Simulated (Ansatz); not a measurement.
## LiF: a changed input and its effect

System: LiF (2 atoms in the cell).
Method of the first run: DFT PBE, scalar-relativistic, plane waves, PAW, no spin polarisation (Ansatz 0.2.0).

Text and figures count atoms from 1; the logs count them from 0 in places.

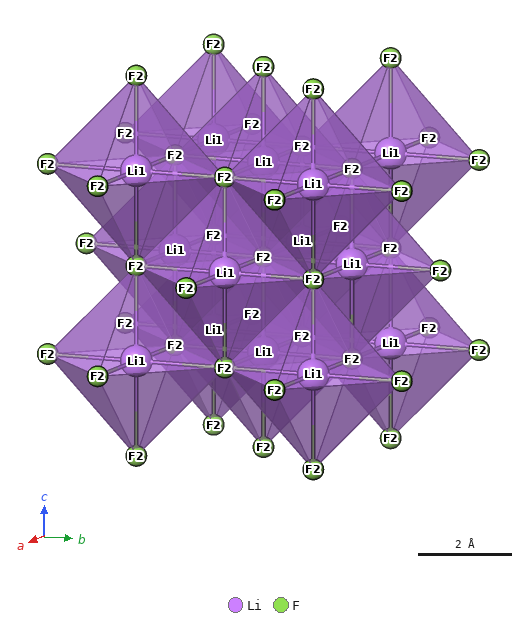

Fig. 1: The input geometry (polyhedral view of the cell 4 times as large as that of the calculation, set on its symmetry axes, seen slightly off an axis; polyhedra are completed across the faces of the cell; atoms are numbered from 1 in the order of the input).

The input, the first run:
```yaml
crystal:
  lattice:
    - [0.0, 2.09, 2.09]
    - [2.09, 0.0, 2.09]
    - [2.09, 2.09, 0.0]
  atoms:
    - { symbol: Li, position: [0.0, 0.0, 0.0] }
    - { symbol: F, position: [0.5, 0.5, 0.5] }
basis:
  ecutwfc: 420
kpoints:
  mp_grid: { grid: [8, 8, 8] }
hamiltonian:
  xc: pbe
scf:
  occupations: { method: gaussian, width: 0.05 }
output:
  forces: true
  stress: true
  eigenvalues: true
```

Command:
```bash
ansatz run input.yaml --threads 1 --pin off --max-ram 1228MiB --backend cpu --events-out ev --progress --plain --runs-dir out
```

Hardware: 1 thread of Intel Xeon (Granite Rapids), 64 GiB of memory available, shared host.

Output, shortened to warnings, some set-up lines, iterations and results (the first run):
```
Basis set: ecut = 420 eV, 339 PW (Γ), exchange–correlation on 40×40×40 points (8 copies of the dense FFT grid, shifted against one another)
Symmetry: 48 space group operations
k-points: 29 of 512
Initial density: superposition of atomic densities (neutral atoms: chi_scale 0, normalization atom), corrected by the library's trained network
[...]
SCF iter   1: F=—  HF=-1016.148685 eV  |F-HF|=—  |Δ(HF+E_count)|=         —  Δρ=1.49e-3  dr2=2.77e-4  ethr=1.77e-3  ⟨swp⟩=5.5  Hψ=1609  notcnv=0
SCF iter   2: F=—  HF=-1016.148633 eV  |F-HF|=—  |Δ(HF+E_count)|=   5.21e-5  Δρ=1.91e-3  dr2=3.98e-4  ethr=2.77e-6  ⟨swp⟩=2.0  Hψ=580  notcnv=0
SCF iter   3: F=—  HF=-1016.148538 eV  |F-HF|=—  |Δ(HF+E_count)|=   9.50e-5  Δρ=6.60e-4  dr2=4.73e-5  ethr=2.77e-6  ⟨swp⟩=2.2  Hψ=356  notcnv=0
SCF iter   4: F=—  HF=-1016.148637 eV  |F-HF|=—  |Δ(HF+E_count)|=   9.91e-5  Δρ=1.52e-4  dr2=2.64e-6  ethr=4.73e-7  ⟨swp⟩=2.2  Hψ=359  notcnv=0
SCF iter   5: F=—  HF=-1016.148637 eV  |F-HF|=—  |Δ(HF+E_count)|=   2.73e-7  Δρ=8.09e-5  dr2=8.32e-7  ethr=2.64e-8  ⟨swp⟩=1.1  Hψ=277  notcnv=0
SCF iter   6: F=—  HF=-1016.148637 eV  |F-HF|=—  |Δ(HF+E_count)|=   1.63e-7  Δρ=4.38e-5  dr2=2.47e-7  ethr=8.32e-9  ⟨swp⟩=1.0  Hψ=261  notcnv=0
SCF iter   7: F=-1016.148637 eV  HF=-1016.148637 eV  |F-HF|=2.14e-8  |Δ(HF+E_count)|=   6.64e-8  Δρ=1.38e-5  dr2=2.47e-8  ethr=1.00e-9  ⟨swp⟩=3.4  Hψ=655  notcnv=0
SCF 1 converged in 7 iterations: F = -1016.148637 eV  dr2 = 2.47e-8
SCF converged after 7 iterations
Free energy (F): -1016.148637 eV
Harris-Foulkes:  -1016.148637 eV  (|F-HF|=2.14e-8)
Internal energy: -1016.148637 eV  (E = F + TS)
E sigma→0 (E₀):  -1016.148637 eV
Fermi energy:    4.246612 eV
--- Per-component energies (eV) ---
  E_band       = -125.294205
  E_kinetic    = 229.251818
  E_local      = -672.687532  (includes V_loc(G=0)·N_el)
  E_nonlocal   = 40.171557
  E_hartree    = 237.068332
  E_xc         = -91.484179
  E_vxc        = -117.308278  (∫ρ·V_xc dr)
  E_paw        = -221.600220  (= ΣΔE_a)
  E_vpaw       = -78.856003  (= ΣTr[D̂ρ^β])
  E_aug_tail   = 0.002011  (compensation charges beyond the density's cutoff)
  E_ewald      = -536.870425
  E_smearing   = -0.000000  (= −TS)
  E_closure    = 0.000000  (closes the sum)
  Σ components = -1016.148637   (vs F -1016.148637, Δ=0.00e0)
--- Forces (eV/Å), atoms counted from 1 ---
  atom   1  Li    -0.00000000     0.00000000     0.00000000
  atom   2  F      0.00000000    -0.00000000    -0.00000000
  max |Σ_I F_I| component: 4.28e-29 eV/Å
--- Stress (GPa, compression-positive) ---
       -4.627613       0.000000      -0.000000
       -0.000000      -4.627613       0.000000
        0.000000       0.000000      -4.627613
  P = ⅓ Tr σ = -4.6276 GPa (-46.276 kbar)
```

The input of the second run differs as follows (lines with − go, lines with + come):
```diff
-    - [0.0, 2.09, 2.09]
-    - [2.09, 0.0, 2.09]
-    - [2.09, 2.09, 0.0]
+    - [0.0, 2.0340563237, 2.0340563237]
+    - [2.0340563237, 0.0, 2.0340563237]
+    - [2.0340563237, 2.0340563237, 0.0]
```

What does this change do to the results?

With the same functional and potentials, the second run lies 11.1 meV per atom lower. The gap on the mesh goes from 8.17 to 8.83 eV. The pressure goes from −4.63 to −0.01 GPa. The volume per atom goes from 9.13 to 8.42 Å³. The cell is scaled evenly with the atoms at fixed fractional positions, so −ΔP/Δ ln V estimates the bulk modulus midway between the two volumes: about 57 GPa. The number of SCF iterations is the same. The plane waves at Γ go from 339 to 331.

Output, shortened to warnings, some set-up lines, iterations and results (the second run):
```
Basis set: ecut = 420 eV, 331 PW (Γ), exchange–correlation on 40×40×40 points (8 copies of the dense FFT grid, shifted against one another)
Symmetry: 48 space group operations
k-points: 29 of 512
Initial density: superposition of atomic densities (neutral atoms: chi_scale 0, normalization atom), corrected by the library's trained network
[...]
SCF iter   1: F=—  HF=-1016.170904 eV  |F-HF|=—  |Δ(HF+E_count)|=         —  Δρ=1.02e-3  dr2=9.66e-5  ethr=1.77e-3  ⟨swp⟩=5.3  Hψ=1602  notcnv=0
SCF iter   2: F=—  HF=-1016.170875 eV  |F-HF|=—  |Δ(HF+E_count)|=   2.89e-5  Δρ=1.46e-3  dr2=2.19e-4  ethr=9.66e-7  ⟨swp⟩=2.0  Hψ=581  notcnv=0
SCF iter   3: F=—  HF=-1016.170831 eV  |F-HF|=—  |Δ(HF+E_count)|=   4.39e-5  Δρ=6.30e-4  dr2=4.15e-5  ethr=9.66e-7  ⟨swp⟩=2.5  Hψ=364  notcnv=0
SCF iter   4: F=—  HF=-1016.170844 eV  |F-HF|=—  |Δ(HF+E_count)|=   1.32e-5  Δρ=2.61e-4  dr2=7.21e-6  ethr=4.15e-7  ⟨swp⟩=2.0  Hψ=367  notcnv=0
SCF iter   5: F=—  HF=-1016.170843 eV  |F-HF|=—  |Δ(HF+E_count)|=   1.35e-6  Δρ=1.28e-4  dr2=1.84e-6  ethr=7.21e-8  ⟨swp⟩=1.0  Hψ=261  notcnv=0
SCF iter   6: F=—  HF=-1016.170842 eV  |F-HF|=—  |Δ(HF+E_count)|=   4.32e-7  Δρ=5.69e-5  dr2=3.72e-7  ethr=1.84e-8  ⟨swp⟩=1.1  Hψ=266  notcnv=0
SCF iter   7: F=-1016.170842 eV  HF=-1016.170842 eV  |F-HF|=2.59e-8  |Δ(HF+E_count)|=   1.04e-7  Δρ=1.61e-5  dr2=3.02e-8  ethr=1.00e-9  ⟨swp⟩=2.0  Hψ=882  notcnv=0
SCF 1 converged in 7 iterations: F = -1016.170842 eV  dr2 = 3.02e-8
SCF converged after 7 iterations
Free energy (F): -1016.170842 eV
Harris-Foulkes:  -1016.170842 eV  (|F-HF|=2.59e-8)
Internal energy: -1016.170842 eV  (E = F + TS)
E sigma→0 (E₀):  -1016.170842 eV
Fermi energy:    5.177656 eV
--- Per-component energies (eV) ---
  E_band       = -119.815642
  E_kinetic    = 230.226196
  E_local      = -649.508789  (includes V_loc(G=0)·N_el)
  E_nonlocal   = 40.323869
  E_hartree    = 227.911080
  E_xc         = -91.735300
  E_vxc        = -117.661861  (∫ρ·V_xc dr)
  E_paw        = -221.753895  (= ΣΔE_a)
  E_vpaw       = -79.014639  (= ΣTr[D̂ρ^β])
  E_aug_tail   = 0.002239  (compensation charges beyond the density's cutoff)
  E_ewald      = -551.636243
  E_smearing   = -0.000000  (= −TS)
  E_closure    = 0.000000  (closes the sum)
  Σ components = -1016.170842   (vs F -1016.170842, Δ=0.00e0)
--- Forces (eV/Å), atoms counted from 1 ---
  atom   1  Li    -0.00000000     0.00000000    -0.00000000
  atom   2  F      0.00000000    -0.00000000    -0.00000000
  max |Σ_I F_I| component: 2.70e-29 eV/Å
--- Stress (GPa, compression-positive) ---
       -0.005121      -0.000000       0.000000
        0.000000      -0.005121      -0.000000
        0.000000       0.000000      -0.005121
  P = ⅓ Tr σ = -0.0051 GPa (-0.051 kbar)
```

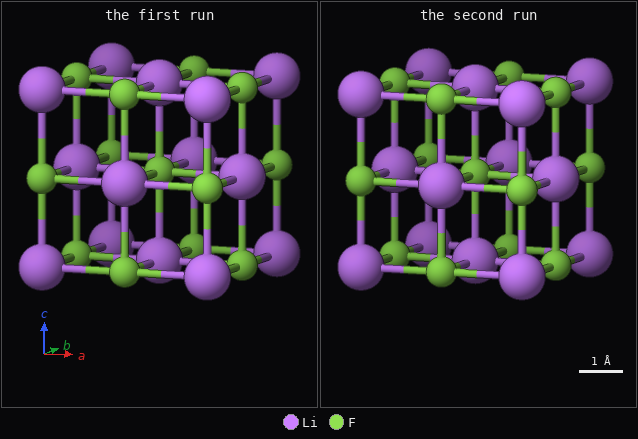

Fig. 2: The two input geometries at one scale (ball-and-stick view of the cell 4 times as large as that of the calculation, set on its symmetry axes, seen slightly off an axis). No atom moves by more than 0.005 Å relative to the cell. Cell: a = b = c 4.180 → 4.068 Å (−2.7 %). Volume −7.8 %. Among the contacts that change: F–Li 2.090 → 2.034 Å.

The two runs side by side:

| quantity | the first run | the second run |
| --- | --- | --- |
| outcome | converged | converged |
| free energy per atom (eV) | −508.0743 | −508.0854 |
| gap on the mesh (eV) | 8.17 | 8.83 |
| pressure (GPa) | −4.63 | −0.01 |
| volume per atom (Å³) | 9.13 | 8.42 |
| largest force (eV/Å) | 0.000 | 0.000 |
| SCF iterations | 7 | 7 |
| irreducible k-points | 29 | 29 |
| plane waves at Γ | 339 | 331 |
